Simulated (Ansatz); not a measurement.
**Geometry relaxation, with input and output: Pt**

The run: geometry relaxation of Pt (8 atoms in the cell). Method and program: DFT PBE, scalar-relativistic, plane waves, PAW, no spin polarisation (Ansatz 0.2.0).

The structure derives from a Materials Project entry. It belongs to a series of runs on one base structure; here: 8 of 8 Au sites taken by Pt, cell and atoms relaxed. Figures and captions count atoms from 1; the log counts them from 0 in places.

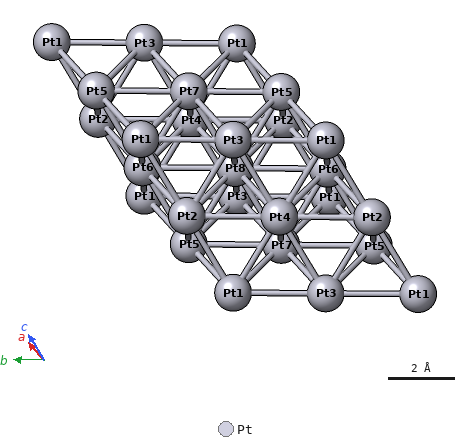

**Figure 1.** The structure as given in the input (ball-and-stick view of the cell of the calculation, seen at an oblique angle; atoms are numbered from 1 in the order of the input).

Input:
```yaml
crystal:
  lattice:
    - [0.0, 3.9701235118, 3.9701235118]
    - [3.9701235118, 0.0, 3.9701235118]
    - [3.9701235118, 3.9701235118, 0.0]
  atoms:
    - { symbol: Pt, position: [0.0, 0.0, 0.0] }
    - { symbol: Pt, position: [0.0, 0.0, 0.5] }
    - { symbol: Pt, position: [0.0, 0.5, 0.0] }
    - { symbol: Pt, position: [0.0, 0.5, 0.5] }
    - { symbol: Pt, position: [0.5, 0.0, 0.0] }
    - { symbol: Pt, position: [0.5, 0.0, 0.5] }
    - { symbol: Pt, position: [0.5, 0.5, 0.0] }
    - { symbol: Pt, position: [0.5, 0.5, 0.5] }
basis:
  ecutwfc: 420
kpoints:
  mp_grid: { grid: [8, 8, 8] }
hamiltonian:
  xc: pbe
scf:
  occupations: { method: gaussian, width: 0.1 }
output:
  forces: true
  stress: true
  eigenvalues: true
  write_density: true
  write_potential: true
  elf: true
  volumetric_format: npy
relax:
  adjacent_minimum: "off"
  f_tol: 0.015
  max_steps: 60
  cell: { stress_tol: 0.15 }
```

Machine: 1 thread of Intel Xeon (Sapphire Rapids), 192 GiB of memory available, shared host.

Command:
```bash
ansatz run input.yaml --threads 1 --pin off --max-ram 2560MiB --backend cpu --events-out ev --progress --plain --runs-dir out
```

Log:
```
Engine: ansatz 0.2.0, x86_64-unknown-linux-gnu
Pseudopotentials: kind: paw
Pseudopotential: Pt, paw, valence charge 18, recommended cutoff 420 eV (normal), Pt.paw.azcp
Functional definition: PBE
  parameter kappa = 0.804
  parameter beta = 0.06672455060314922
  exchange = pbe_x(kappa = kappa, mu = beta*pi^2/3)
  correlation = pbe_c(beta = beta)
Crystal: 8 atoms, lattice volume = 125.153 Å³
Basis set: ecut = 420 eV, 2445 PW (Γ), exchange–correlation on 80×80×80 points (8 copies of the dense FFT grid, shifted against one another)
Bands: 87, of which v1, the nominal top of the filled ones, is band 72 counted from 1 (71 counted from 0)
Symmetry: 384 space group operations
Space group: Fm-3m (ITA 225), of the structure as read, at distance tolerance 5.0e-5 Å
k-points: 29 of 512
Non-local potential: Pt, projectors of the file, l = 0: 3, l = 1: 2, l = 2: 2, l = 3: 1
PAW form: soft (Blöchl's): semilocal exchange-correlation on the pseudo side does not see the compensation charge
PAW one-centre angular grid: Pt, 590 points (default); XC on 64 Gauss nodes
Initial density: superposition of atomic densities (neutral atoms: chi_scale 0, normalization atom), corrected by the library's trained network
Initial wavefunctions: pseudopotential atomic-orbital guess
Functional: x = pbe(κ = 0.804, μ = 0.2195149727645171), c = pbe(β = 0.06672455060314922)
SCF iter   1: F=—  HF=-100184.135119 eV  |F-HF|=—  |Δ(HF+E_count)|=         —  Δρ=3.69e-3  dr2=3.56e-3  ethr=1.77e-3  ⟨swp⟩=5.1  Hψ=8230  notcnv=0  defer=69
preconditioner: auto → Kerker (q_TF=auto, 2.793 Å⁻¹)  [metal: Δε(μ)=0.025 eV  Ē_g=8.532 eV  σ=0.100 eV  W_gap=0.14  n_scr=58 (ndim 8)  ℏωp=29.7 eV  f_vac=0.000  D(μ)=18.85/eV (n_scr^D=306)]
SCF iter   2: F=—  HF=-100184.142081 eV  |F-HF|=—  |Δ(HF+E_count)|=   6.96e-3  Δρ=2.03e-3  dr2=1.11e-3  ethr=2.47e-6  ⟨swp⟩=3.2  Hψ=5395  notcnv=0  defer=74
SCF iter   3: F=—  HF=-100184.143378 eV  |F-HF|=—  |Δ(HF+E_count)|=   1.30e-3  Δρ=1.39e-4  dr2=9.72e-6  ethr=7.70e-7  ⟨swp⟩=2.0  Hψ=3407  notcnv=0  defer=74
SCF iter   4: F=—  HF=-100184.143322 eV  |F-HF|=—  |Δ(HF+E_count)|=   5.56e-5  Δρ=4.87e-5  dr2=1.77e-6  ethr=6.75e-9  ⟨swp⟩=2.3  Hψ=3625  notcnv=0  defer=74
SCF iter   5: F=—  HF=-100184.143323 eV  |F-HF|=—  |Δ(HF+E_count)|=   7.51e-7  Δρ=1.80e-5  dr2=2.81e-7  ethr=1.23e-9  ⟨swp⟩=1.1  Hψ=2333  notcnv=0  defer=74
SCF iter   6: F=-100184.143323 eV  HF=-100184.143323 eV  |F-HF|=9.31e-10  |Δ(HF+E_count)|=   8.20e-8  Δρ=4.45e-6  dr2=1.67e-8  ethr=6.94e-11  ⟨swp⟩=10.8  Hψ=13848  notcnv=0
SCF 1 converged in 6 iterations: F = -100184.143323 eV  dr2 = 1.67e-8
  greatest PAW one-centre occupation: 1.000 electrons in one spin orbital (limit 2), on the Pt atom at site 7 (counted from 0), in its partial waves of l = 0
relax step   1: F+E_penalty+E_count = -100184.14332319 eV  Δ(F+E_penalty+E_count) = +0.000e0 eV  max|allowed force component| = 6.588e-29 eV/Å  Δτ_max = 0.0000 Å  P = -0.087 GPa  Ω = 125.153 Å³  (6 SCF iters, dr2 threshold 1.00e-7 eV, accepted)
Initial density: handed on by an earlier stage of this run
Initial wavefunctions: pseudopotential atomic-orbital guess (no wavefunctions were taken with the density)
iter 1 solved again at ethr=1.88e-8 eV; its pass at ethr=3.10e-3 eV (dr2=2.71e-5 eV) is discarded
SCF iter   1: F=—  HF=-100184.143322 eV  |F-HF|=—  |Δ(HF+E_count)|=         —  Δρ=4.43e-6  dr2=1.66e-8  ethr=1.88e-8  ⟨swp⟩=3.6  Hψ=14427  notcnv=0
preconditioner: auto → Kerker (q_TF=auto, 2.793 Å⁻¹)  [metal: Δε(μ)=0.026 eV  Ē_g=8.533 eV  σ=0.100 eV  W_gap=0.15  n_scr=58 (ndim 8)  ℏωp=29.7 eV  f_vac=0.000  D(μ)=18.88/eV (n_scr^D=306)]
SCF iter   2: F=—  HF=-100184.143323 eV  |F-HF|=—  |Δ(HF+E_count)|=   1.33e-6  Δρ=2.81e-6  dr2=7.28e-9  ethr=1.15e-11  ⟨swp⟩=2.4  Hψ=4630  notcnv=0
iter 3 did not close the SCF: its close was put off for the readings that it lacked (scf_convergence_deferred on its scf_iter line)
SCF iter   3: F=-100184.143323 eV  HF=-100184.143323 eV  |F-HF|=0.00e0  |Δ(HF+E_count)|=  2.76e-10  Δρ=5.40e-7  dr2=3.67e-10  ethr=5.05e-12  ⟨swp⟩=2.6  Hψ=3478  notcnv=0
iter 4 did not close the SCF: its close was put off for the readings that it lacked (scf_convergence_deferred on its scf_iter line)
SCF iter   4: F=-100184.143323 eV  HF=-100184.143323 eV  |F-HF|=5.82e-11  |Δ(HF+E_count)|=    0.00e0  Δρ=1.17e-7  dr2=1.11e-11  ethr=1.00e-12  ⟨swp⟩=1.0  Hψ=2523  notcnv=0
iter 5 did not close the SCF: its close was put off for the readings that it lacked (scf_convergence_deferred on its scf_iter line)
SCF iter   5: F=-100184.143323 eV  HF=-100184.143323 eV  |F-HF|=2.91e-11  |Δ(HF+E_count)|=    0.00e0  Δρ=2.93e-8  dr2=7.63e-13  ethr=1.00e-12  ⟨swp⟩=1.0  Hψ=2523  notcnv=0
iter 6 did not close the SCF: its close was put off for the readings that it lacked (scf_convergence_deferred on its scf_iter line)
SCF iter   6: F=-100184.143323 eV  HF=-100184.143323 eV  |F-HF|=0.00e0  |Δ(HF+E_count)|=    0.00e0  Δρ=5.60e-9  dr2=1.78e-14  ethr=1.00e-12  ⟨swp⟩=1.0  Hψ=2523  notcnv=0
SCF iter   7: F=-100184.143323 eV  HF=-100184.143323 eV  |F-HF|=4.37e-11  |Δ(HF+E_count)|=  2.91e-11  Δρ=1.12e-9  dr2=1.43e-15  ethr=1.00e-12  ⟨swp⟩=2.2  Hψ=7033  notcnv=0
SCF 2 converged in 7 iterations: F = -100184.143323 eV  dr2 = 1.43e-15
relax step   2: F+E_penalty+E_count = -100184.14332319 eV  Δ(F+E_penalty+E_count) = -1.732e-9 eV  max|allowed force component| = 1.089e-28 eV/Å  Δτ_max = 0.0000 Å  P = -0.087 GPa  Ω = 125.153 Å³  stress off target by 8.70e-2 GPa  SCF on the basis re-selected at this cell (its energy is not comparable with the rows above)  (7 SCF iters)
```

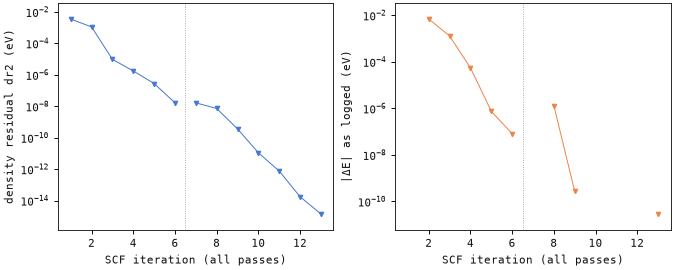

**Figure 2.** Convergence of the self-consistent field: density residual dr2 and size of the energy change against the SCF iteration. The dotted lines part the SCF passes of the relaxation: geometry steps, rejected trials and re-solves on a re-selected basis. The passes take 6 and 7 iterations.

```
basis re-selected at this cell: Δ(F+E_penalty+E_count) = -1.732e-9 eV, ΔP = +0.000 GPa vs the last step (what re-selecting the basis moved, of the pressure what is left beyond the Pulay correction that the steps carried, after the strain that the cell walked since its last selection, with what the two solves' SCF thresholds leave and, on support functions, any second-order correction that the steps lacked; it is no measure of the basis error at this ecutwfc). This SCF's stress stands 8.70e-2 GPa from its target on what of the cell is left free (relax.cell.stress_tol is 1.50e-1 GPa) and its largest allowed force component is 1.09e-28 eV/Å (relax.f_tol is 1.50e-2 eV/Å): within both
SCF converged after 7 iterations
Free energy (F): -100184.143323 eV
Harris-Foulkes:  -100184.143323 eV  (|F-HF|=4.37e-11)
Internal energy: -100184.048943 eV  (E = F + TS)
E sigma→0 (E₀):  -100184.096133 eV
Entropy (-TS):   -0.094380 eV (-11.798 meV/atom)
Fermi energy:    22.260907 eV
--- Per-component energies (eV) ---
  E_band       = -1163.664363
  E_kinetic    = 5095.681989
  E_local      = -12074.447523  (includes V_loc(G=0)·N_el)
  E_nonlocal   = 1598.203671
  E_hartree    = 4471.928758
  E_xc         = -2092.792331
  E_vxc        = -2420.794398  (∫ρ·V_xc dr)
  E_paw        = -75631.047922  (= ΣΔE_a)
  E_vpaw       = -2306.167250  (= ΣTr[D̂ρ^β])
  E_aug_tail   = 0.001629  (compensation charges beyond the density's cutoff)
  E_ewald      = -21551.577213
  E_smearing   = -0.094380  (= −TS)
  E_closure    = -0.000000  (closes the sum)
  Σ components = -100184.143323   (vs F -100184.143323, Δ=0.00e0)
--- Forces (eV/Å), atoms counted from 1 ---
  atom   1  Pt     0.00000000    -0.00000000    -0.00000000
  atom   2  Pt     0.00000000    -0.00000000     0.00000000
  atom   3  Pt     0.00000000    -0.00000000     0.00000000
  atom   4  Pt     0.00000000    -0.00000000     0.00000000
  atom   5  Pt    -0.00000000     0.00000000    -0.00000000
  atom   6  Pt     0.00000000     0.00000000    -0.00000000
  atom   7  Pt     0.00000000     0.00000000    -0.00000000
  atom   8  Pt     0.00000000     0.00000000     0.00000000
  max |Σ_I F_I| component: 1.92e-28 eV/Å
--- Stress (GPa, compression-positive) ---
       -0.086956       0.000000       0.000000
       -0.000000      -0.086956       0.000000
       -0.000000       0.000000      -0.086956
  P = ⅓ Tr σ = -0.0870 GPa (-0.870 kbar)
--- Band table (eV; the first three rows and the last of 29) ---
  k-point 0: bands = ["-76.0989", "-76.0712", "-76.0712", "-76.0712", "-76.0712", "-76.0621", "-76.0621", "-76.0621", "-30.5265", "-30.5265", "-30.5265", "-30.5265", "-30.5053", "-30.5053", "-30.5053", "-30.2705", "-30.2705", "-30.2705", "-30.2705", "-30.2705", "-30.2705", "-30.1748", "-30.1748", "-30.1748", "-30.1748", "-30.1748", "-30.1748", "-30.1748", "-30.1748", "-30.1142", "-30.1142", "-30.1142", "12.4567", "15.3149", "15.3149", "15.3149", "15.3149", "15.5821", "15.5821", "15.5821", "16.0183", "16.0183", "16.0183", "18.6403", "18.6403", "18.6403", "18.6403", "18.6403", "18.6403", "18.6403", "18.6403", "18.6984", "18.6984", "18.6984", "20.7326", "20.7326", "21.9422", "21.9422", "21.9422", "21.9422", "22.2772", "22.2772", "22.2772", "22.3113", "22.3113", "22.3113", "22.3113", "22.3113", "22.3113", "22.3113", "22.3113", "22.7367", "22.7367", "22.7367", "22.7367", "22.7367", "22.7367", "24.1211", "24.1211", "24.1211", "27.8532", "27.8532", "27.8532", "27.8532", "30.7781", "30.7781", "30.7781"]
  k-point 1: bands = ["-76.0979", "-76.0723", "-76.0709", "-76.0709", "-76.0709", "-76.0624", "-76.0624", "-76.0624", "-30.5199", "-30.5199", "-30.5199", "-30.5111", "-30.4976", "-30.4976", "-30.4976", "-30.2758", "-30.2758", "-30.2758", "-30.2669", "-30.2669", "-30.2669", "-30.1846", "-30.1846", "-30.1846", "-30.1785", "-30.1785", "-30.1785", "-30.1725", "-30.1725", "-30.1302", "-30.1165", "-30.1165", "12.6090", "15.3117", "15.4355", "15.4355", "15.4355", "15.6739", "15.6739", "15.6739", "16.1026", "16.1026", "16.1026", "18.5452", "18.5452", "18.5452", "18.6330", "18.6801", "18.6801", "18.7467", "18.7467", "18.7467", "18.7580", "18.7580", "20.7004", "20.7004", "20.9639", "20.9639", "20.9639", "21.2511", "22.0211", "22.0211", "22.0211", "22.1337", "22.1337", "22.1337", "22.1745", "22.1745", "22.3199", "22.3199", "22.3199", "22.6541", "22.6541", "22.6541", "23.2526", "23.2526", "23.2526", "24.5727", "24.5727", "24.5727", "27.9313", "27.9313", "27.9313", "28.7818", "30.9036", "30.9036", "30.9036"]
  k-point 2: bands = ["-76.0949", "-76.0753", "-76.0699", "-76.0699", "-76.0699", "-76.0634", "-76.0634", "-76.0634", "-30.5017", "-30.5017", "-30.5017", "-30.4778", "-30.4778", "-30.4778", "-30.4673", "-30.2881", "-30.2881", "-30.2881", "-30.2566", "-30.2566", "-30.2566", "-30.2115", "-30.2115", "-30.2115", "-30.1889", "-30.1889", "-30.1889", "-30.1758", "-30.1660", "-30.1660", "-30.1231", "-30.1231", "13.0486", "15.2572", "15.7660", "15.7660", "15.7660", "15.9144", "15.9144", "15.9144", "16.3692", "16.3692", "16.3692", "18.2991", "18.2991", "18.2991", "18.4723", "18.7898", "18.7898", "18.9070", "18.9070", "19.0599", "19.0599", "19.0599", "19.8855", "19.8855", "19.8855", "19.9578", "20.6404", "20.6404", "20.8262", "20.8262", "20.8262", "21.6455", "21.6455", "21.6455", "21.8109", "21.8109", "22.3448", "22.3448", "22.3448", "22.5533", "22.5533", "22.5533", "24.2039", "24.2039", "24.2039", "25.0630", "25.0630", "25.0630", "28.2020", "28.2020", "28.2020", "30.7991", "30.9011", "30.9011", "30.9011"]
  k-point 28: bands = ["-76.0778", "-76.0778", "-76.0778", "-76.0778", "-76.0647", "-76.0647", "-76.0647", "-76.0647", "-30.4128", "-30.4128", "-30.4128", "-30.4128", "-30.3603", "-30.3603", "-30.3603", "-30.3603", "-30.3591", "-30.3591", "-30.3591", "-30.3591", "-30.2272", "-30.2272", "-30.2272", "-30.2272", "-30.2216", "-30.2216", "-30.2216", "-30.2216", "-30.1713", "-30.1713", "-30.1713", "-30.1713", "15.6942", "15.6942", "15.6942", "15.6942", "17.3041", "17.3041", "17.3041", "17.3041", "17.4552", "17.4552", "17.4552", "17.4552", "17.5972", "17.5972", "17.5972", "17.5972", "18.0104", "18.0104", "18.0104", "18.0104", "18.6921", "18.6921", "18.6921", "18.6921", "20.2747", "20.2747", "20.2747", "20.2747", "20.3555", "20.3555", "20.3555", "20.3555", "20.4459", "20.4459", "20.4459", "20.4459", "21.8432", "21.8432", "21.8432", "21.8432", "22.2983", "22.2983", "22.2983", "22.2983", "26.2566", "26.2566", "26.2566", "26.2566", "31.5009", "31.5009", "31.5009", "31.5009", "31.9247", "31.9247", "31.9247"]
--- Relaxed structure (1 steps of the walk, 1 accepted, 1 SCFs on fresh bases) ---
  F+E_penalty+E_count = -100184.14332319 eV   max|allowed force component| = 1.089e-28 eV/Å   (the final SCF, on the basis selected at the relaxed cell)
  cell:  # Å, volume = 125.1532 Å³
    - [0.0, 3.9701235118, 3.9701235118]
    - [3.9701235118, 0.0, 3.9701235118]
    - [3.9701235118, 3.9701235118, 0.0]
  atoms:
    - { symbol: Pt, position: [0.0, 0.0, 0.0] }
    - { symbol: Pt, position: [0.0, 0.0, 0.5] }
    - { symbol: Pt, position: [0.0, 0.5, 0.0] }
    - { symbol: Pt, position: [0.0, 0.5, 0.5] }
    - { symbol: Pt, position: [0.5, 0.0, 0.0] }
    - { symbol: Pt, position: [0.5, 0.0, 0.5] }
    - { symbol: Pt, position: [0.5, 0.5, 0.0] }
    - { symbol: Pt, position: [0.5, 0.5, 0.5] }
```

Trajectory as extended XYZ (Å, eV, eV/Å), 2 frames, from step=1 to step=2:
```
8
Lattice="0.0000 3.9701 3.9701 3.9701 0.0000 3.9701 3.9701 3.9701 0.0000" Properties=species:S:1:pos:R:3:forces:R:3 step=1 energy=-100184.14332 pressure_GPa=-0.09
Pt    0.0000    0.0000    0.0000    0.0000   0.0000   0.0000
Pt    1.9851    1.9851    0.0000    0.0000   0.0000   0.0000
Pt    1.9851    0.0000    1.9851    0.0000   0.0000   0.0000
Pt    3.9701    1.9851    1.9851    0.0000   0.0000   0.0000
Pt    0.0000    1.9851    1.9851    0.0000   0.0000   0.0000
Pt    1.9851    3.9701    1.9851    0.0000   0.0000   0.0000
Pt    1.9851    1.9851    3.9701    0.0000   0.0000   0.0000
Pt    3.9701    3.9701    3.9701    0.0000   0.0000   0.0000
8
Lattice="0.0000 3.9701 3.9701 3.9701 0.0000 3.9701 3.9701 3.9701 0.0000" Properties=species:S:1:pos:R:3:forces:R:3 step=2 energy=-100184.14332 pressure_GPa=-0.09
Pt    0.0000    0.0000    0.0000    0.0000   0.0000   0.0000
Pt    1.9851    1.9851    0.0000    0.0000   0.0000   0.0000
Pt    1.9851    0.0000    1.9851    0.0000   0.0000   0.0000
Pt    3.9701    1.9851    1.9851    0.0000   0.0000   0.0000
Pt    0.0000    1.9851    1.9851    0.0000   0.0000   0.0000
Pt    1.9851    3.9701    1.9851    0.0000   0.0000   0.0000
Pt    1.9851    1.9851    3.9701    0.0000   0.0000   0.0000
Pt    3.9701    3.9701    3.9701    0.0000   0.0000   0.0000
```

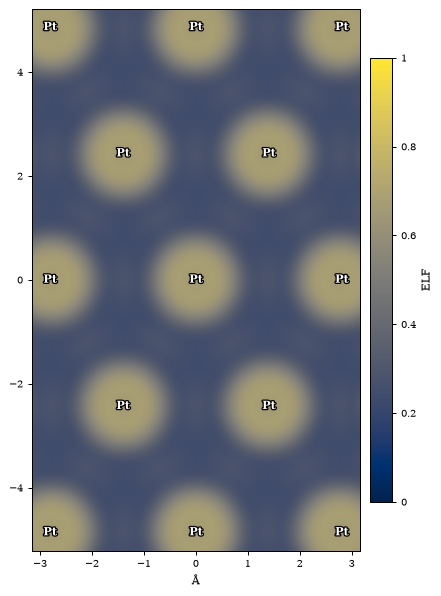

**Figure 3.** ELF on the (100) plane of the calculation cell. Atoms in the plane: Pt. Pt–Pt (2.81 Å): the ELF is about 0.30 at the midpoint (no localised pair between them). The strong features right at Pt lie inside the PAW spheres (semicore, d or f shells) and say nothing about bonding. In a PAW calculation such maps are meaningful between the atoms, not at the nuclei.

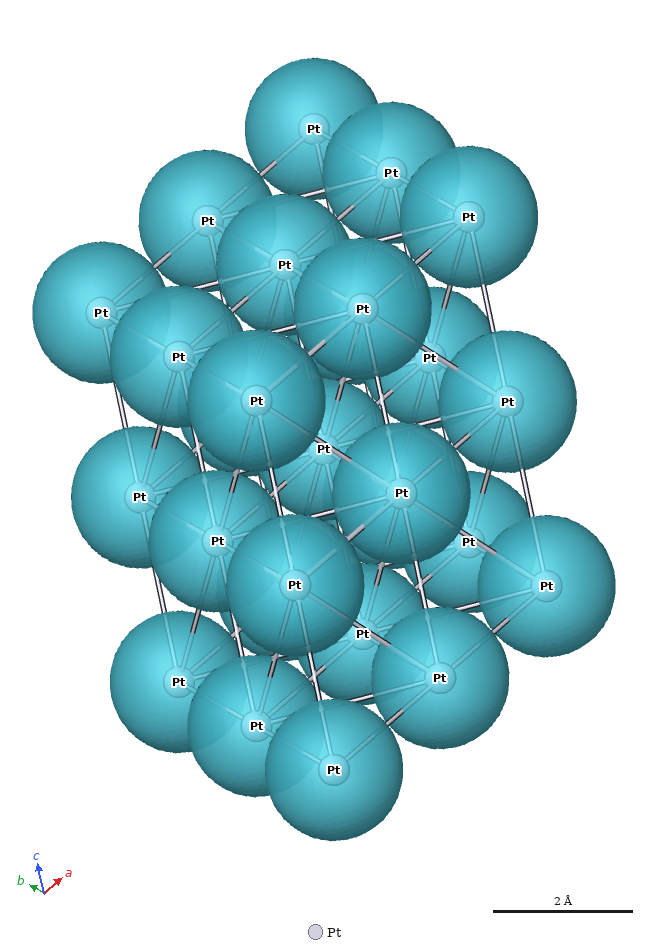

**Figure 4.** Isosurface of the valence electron density at 0.8 e/Å³ (cyan), seen slightly off an axis. Sticks mark near contacts. The outline is the calculation cell. At this value the density breaks into separate islands; it holds about 75 % of the electrons treated as valence (semicore included). It is pinched off along the Pt–Pt (2.81 Å) contacts. On the grid the lowest density along these lines, outside the cores, is 0.35 e/Å³ (Pt–Pt, 2.81 Å).

Summary:

```tsv
quantity	value
outcome	converged
space group (tolerance 0.01 Å)	Fm-3m (225)
electrons treated	144
free energy	−100184.1433 eV
Fermi energy	22.261 eV
gap on the k-point mesh	none (metallic)
pressure	−0.09 GPa
final volume	125.15 Å³
largest force (length of the vector) at the end	under 0.001 eV/Å
final cell	a = 5.615 Å, b = 5.615 Å, c = 5.615 Å, α = 60.00°, β = 60.00°, γ = 60.00°
wall time	31 s
peak memory	0.56 GiB
```

Spin–orbit coupling is left out, which matters for Pt.
